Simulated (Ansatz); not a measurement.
Input of the run:

```
crystal:
  lattice:
    - [0.0, 2.269, 2.269]
    - [2.269, 0.0, 2.269]
    - [2.269, 2.269, 0.0]
  atoms:
    - { symbol: B, position: [0.0, 0.0, 0.0] }
    - { symbol: P, position: [0.75, 0.75, 0.75] }
kpoints:
  mp_grid: { grid: [12, 12, 12] }
  band_path:
    path:
      - [0.0, 0.0, 0.0]
      - [-0.5, -0.5, 0.0]
      - [-0.375, -0.375, 0.25]
      - [-0.375, 0.0, 0.375]
      - [0.0, 0.0, 0.0]
      - [0.0, 0.0, 0.5]
      - [-0.5, -0.25, 0.25]
      - [-0.5, -0.5, 0.0]
    npoints: 8
scf:
  occupations: { method: fermi_dirac, width: 0.08 }
hamiltonian:
  xc: pbe
  pseudopotentials: { kind: all_electron, lapw: { basis_error: 0.0005 } }
output:
  forces: true
  stress: true
  eigenvalues: true
  populations: true
  dos: { projected: true, de: 0.2, e_range: [-14, 8] }
```

Predict the main features of the band structure. The path is Γ–X–U–K–Γ–L–W–X.

A semiconductor. The gap along this path is 1.25 eV and indirect, from the valence-band top at Γ to the conduction-band bottom between Γ and X; the smallest direct gap is 3.41 eV, at Γ. Three bands meet at the valence-band top at Γ: it is triply degenerate (spin aside). The top valence band spans 5.5 eV and the lowest conduction band 4.1 eV. The direct gaps are 3.41 eV at Γ, 10.79 eV at W and 5.65 eV at K.

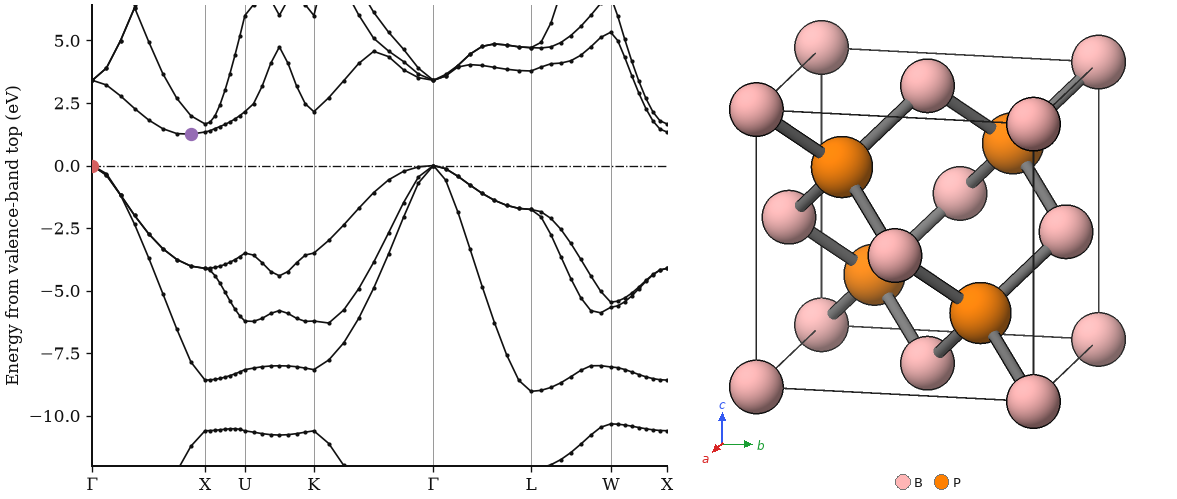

Band structure, beside the structure. Energies are counted from the top of the valence band. The path runs straight from each named point to the next.

The picture comes from a calculation with Ansatz.
